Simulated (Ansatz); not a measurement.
System: Sc, space group Fm-3m (No. 225) (one of a set of cubic test structures, which need not be the stable phase).

Method: equation of state of a cubic crystal from periodic Kohn-Sham density functional theory without spin, third-order Birch-Murnaghan fit to the free energies; pressure corrected for the finite basis (Ansatz 0.2.0 development build). Level: r2SCAN.

```json
{"setting": "structure type", "value": "fcc"}
{"setting": "atoms in cell", "value": "1"}
{"setting": "space group number", "value": "225"}
{"setting": "lattice centring", "value": "face-centred primitive"}
{"setting": "k mesh", "value": "13×13×13"}
{"setting": "occupation method", "value": "Fermi–Dirac"}
{"setting": "occupation width", "value": "0.1 eV"}
{"setting": "wave cutoff", "value": "500 eV"}
{"setting": "datasets", "value": "soft-1 PAW"}
{"setting": "density tolerance", "value": "1e-07 eV"}
{"setting": "bands", "value": "10"}
{"setting": "density cutoff ratio", "value": "4"}
{"setting": "search for lower states", "value": "default"}
```

What does the calculation give for the energy above the lowest point and pressure against volume? The volume takes the values 22.71, 23.45, 24.19, 24.93, 25.67 Å³/atom.

A third-order Birch–Murnaghan fit gives V0 = 25.20 Å³/atom, B0 = 52.8 GPa. The energy above the lowest point is 45.5 meV/atom at volume 22.71 Å³/atom and 0.9 meV/atom at 25.67 Å³/atom; the lowest computed point is at volume 24.93 Å³/atom (0.0 meV/atom). The pressure falls from 6.297 GPa at volume 22.71 Å³/atom to −0.950 GPa at 25.67 Å³/atom, and changes sign near 25.21 Å³/atom.

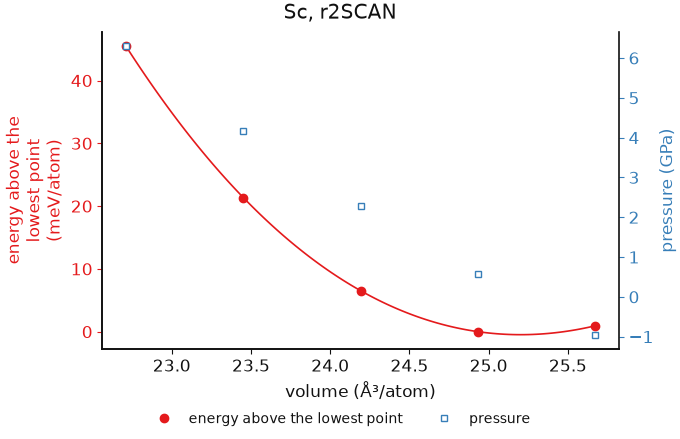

Note: cubic model structure, not the ambient form.
